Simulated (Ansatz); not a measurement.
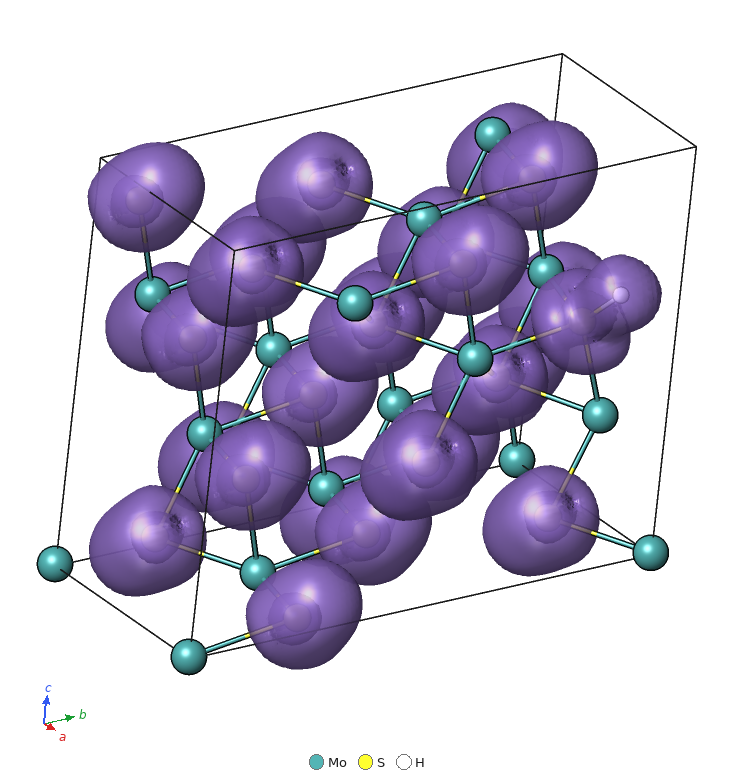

Mo13HS26 (cell charge +1, with a compensating background) (cell with a defect). Isosurface of the ELF at 0.7 (purple), seen slightly off an axis. Only the valence region is drawn (cores and ρ < 0.01 e/Å³ removed). Sticks mark near contacts.

Computed without spin polarisation.

These are results of DFT PBE, scalar-relativistic, plane waves, PAW in Ansatz 0.2.0, not measurements.

What do the ELF domains correspond to?

Answer. The ELF exceeds this value in 25 regions wrapped around S (the valence shell of each) and one joined region spread over several atoms (H, S), in which their bonds and any lone pairs are merged, counted in one cell of 40 atoms. Regions shared between cells count once. Profiles from the grid: S–H (1.37 Å): the ELF climbs to about 1 towards the hydrogen, as it does in any bond to H: an ordinary covalent bond to hydrogen. Mo–S (2.38 Å): the ELF peaks at about 0.90 in the valence shell of S, 0.7 Å from its nucleus, and is about 0.40 at the midpoint.
